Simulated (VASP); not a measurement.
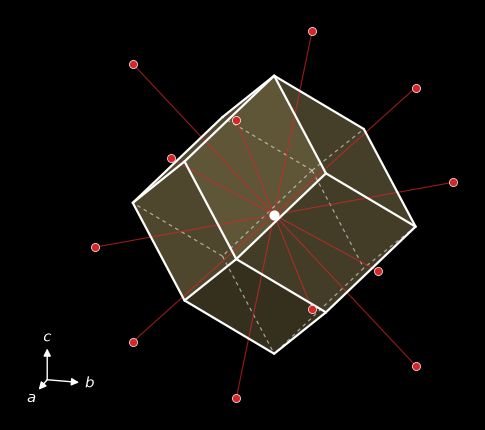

For GaSb, the geometry relaxed with VASP 6.6.1, VASP Kohn-Sham DFT of a periodic cell, HSE06, VASP PAW PBE potentials, recommended: the Wigner–Seitz cell of the crystal's lattice, with lines to the lattice points that define its faces. All values are computed from the atomic coordinates in the standard setting (tolerance 0.002 Å).

a = 6.126 Å, b = 6.126 Å, c = 6.126 Å, α = 90.00°, β = 90.00°, γ = 90.00°; lattice centring F.

> Which of Fedorov's five parallelohedra is it?

A rhombic dodecahedron: 12 faces (12 with 4 edges), 24 edges, 14 vertices. Its volume is that of the primitive cell, 57.5 Å³.

> Which lattice vectors do the faces bisect?

```csv
example,length (Å),faces,edges of each,area (Å²)
1/2 a + 1/2 b,4.33,12,4,6.6
```
